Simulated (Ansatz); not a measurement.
Input

```
crystal:
  lattice:
    - [0.0, 3.0478085625, 3.0478085625]
    - [2.96985, 0.0779585625, 2.96985]
    - [2.96985, 2.96985, 0.0779585625]
  atoms:
    - { symbol: Pb, position: [0.0, 0.0, 0.0] }
    - { symbol: F, position: [0.25, 0.25, 0.25] }
    - { symbol: F, position: [0.75, 0.75, 0.75] }
basis:
  ecutwfc: 500
kpoints:
  mp_grid: { grid: [8, 8, 8] }
hamiltonian:
  xc: r2scan
scf:
  occupations: { method: gaussian, width: 0.05 }
output:
  forces: true
  stress: true
  eigenvalues: true
  write_density: true
  write_potential: true
  elf: true
  volumetric_format: npy
```

Launched as:

```sh
ansatz run input.yaml --threads 1 --pin off --max-ram 2560MiB --backend cpu --events-out ev --progress --plain --runs-dir out
```

Below, planes, directions and counts refer to the conventional cell (a = 4.09 Å, b = 4.31 Å, c = 5.94 Å, α = 90.00°, β = 90.00°, γ = 90.00°).

Space group Immm; changed on purpose from its base cell (strain +0.0525 x Voigt [0, 0, 0, 1, 0, 0], atoms carried along).

All numbers below come from DFT r2SCAN, scalar-relativistic, plane waves, PAW in Ansatz 0.2.0.

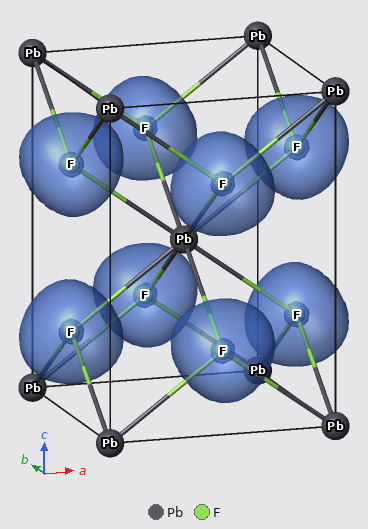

PbF$_{2}$. Isosurface of the ELF at 0.6 (blue), seen slightly off an axis. Only the valence region is drawn (cores and ρ < 0.01 e/Å³ removed). Sticks mark near contacts.

In a PAW calculation such maps are meaningful between the atoms, not at the nuclei.

### What do the ELF domains correspond to?

At this value the surface marks out four regions wrapped around F (the valence shell of each), counted in one cell of 6 atoms. Any copies at cell faces, edges or corners count once. Profiles from the grid: Pb–F (2.53 Å): the ELF is about 0.10 at the midpoint (no localised pair shows between them). Pb–F (2.62 Å): the ELF is about 0.10 at the midpoint; no localised pair shows between them.

### Metal or insulator at this level of theory?

It is gapped, with a Kohn–Sham gap of 4.9 eV on the k-point mesh (the band edges may lie off the mesh, which would make the gap smaller).
